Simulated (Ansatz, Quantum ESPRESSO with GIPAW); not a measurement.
# SiC: what the 29Si spectrum says of the structure

A crystal of composition SiC (one database entry, not always the ambient form) has the 29Si spectrum and parameters below, calculated by GIPAW (PBEsol; shifts against TMS, scatter of the reference line 4 ppm; spans on the shift scale).

Simulated spectrum, 29Si MAS at 8 kHz, 18.8 T (159.2 MHz), lines broadened by 0.8 ppm; rigid lattice, with dipolar and J couplings left out: a single narrow line at -27.2 ppm.

| line | δ_iso (ppm) | relative area | span (ppm) | skew |
| --- | --- | --- | --- | --- |
| A | -27.2 | 1 | 1.9 | -1.00 |

Q: What surrounds each Si site, and how symmetric is it?

A: skew ±1 point to an axis of order three or more.  The structure behind these values (space group P6_3mc; other structures could give like values):

```csv
line,surroundings,neighbours,bonds (Å),site symmetry
A,SiC4,4,1.88 to 1.90,3m
```

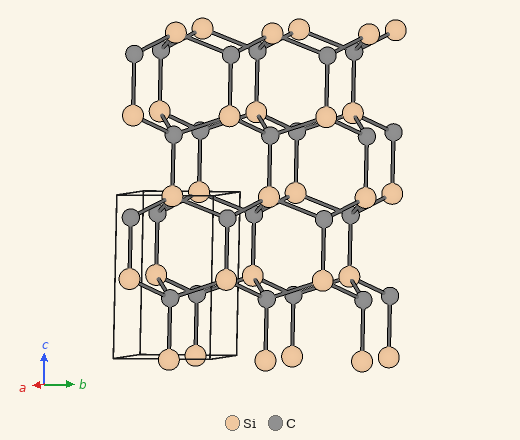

The structure (silicon light orange, carbon grey). 2×3×2 cells are drawn. Some periodic images of atoms are drawn too.

[Banner, clock, file and message-heading lines were taken out of the pw.x and gipaw.x logs.]

[Logs are printed without paths, hosts, clocks, repeated set-up lines and the standing remarks that a program may print on its own settings, such as how far it seeks lower states.]

[Hosts, paths, dates, database ids (printed as entryN), source tags and the programs' standing remarks are cut or masked in the printed files.]
